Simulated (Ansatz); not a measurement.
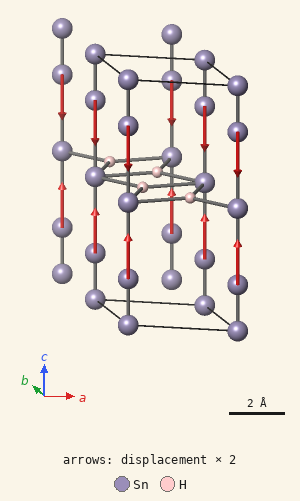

A relaxation of crystalline Sn₂H (a generated structure, set up in P6/mmm) (coarse preliminary run). The starting structure is drawn; red arrows show the displacements (the part carried along by the change of the cell is left out), magnified 2 times.

The picture is a ball-and-stick view of the cell of the calculation, repeated 1 × 2 × 1 with one cell outlined, seen slightly off an axis.

All numbers below come from DFT PBE, scalar-relativistic, plane waves, PAW in Ansatz 0.2.0. Settings: plane-wave cutoff 420 eV; k-point mesh 6 × 6 × 2; occupations gaussian; smearing width 0.1 eV; no spin polarisation; cell and atoms relaxed; force threshold 0.04 eV/Å; at most 70 steps.

Question: Which element moves most?

Answer: Tin: up to 0.87 Å, against 0.00 Å for hydrogen.

Question: What did the optimiser do to the structure, and how much energy did it gain?

Answer: The largest moves relative to the cell, 0.87 Å, are those of Sn atoms. H stays in place. The drawn cell changes as follows: a = b 4.141 → 3.479 Å (−16.0 %), c 9.308 → 12.552 Å (+34.8 %); the volume changes by −4.9 %. Among the contacts that change: Sn–Sn 1.754 → 3.238 Å, Sn–Sn 4.141 → 3.479 Å, H–Sn 2.391 → 2.008 Å, Sn–Sn 2.900 → 3.038 Å. The space group stays P6/mmm (No. 191). After 12 accepted moves (14 points after the start) the energy has fallen by 4861 meV per atom. Largest force component: 53 eV/Å at the start, 0.0069 eV/Å at the end. The pressure goes from 71.32 to −0.11 GPa. The SCF was repeated twice at an unchanged geometry on a basis and grid sized afresh for the cell, which shifted the energy by 21.9 meV per atom at most.
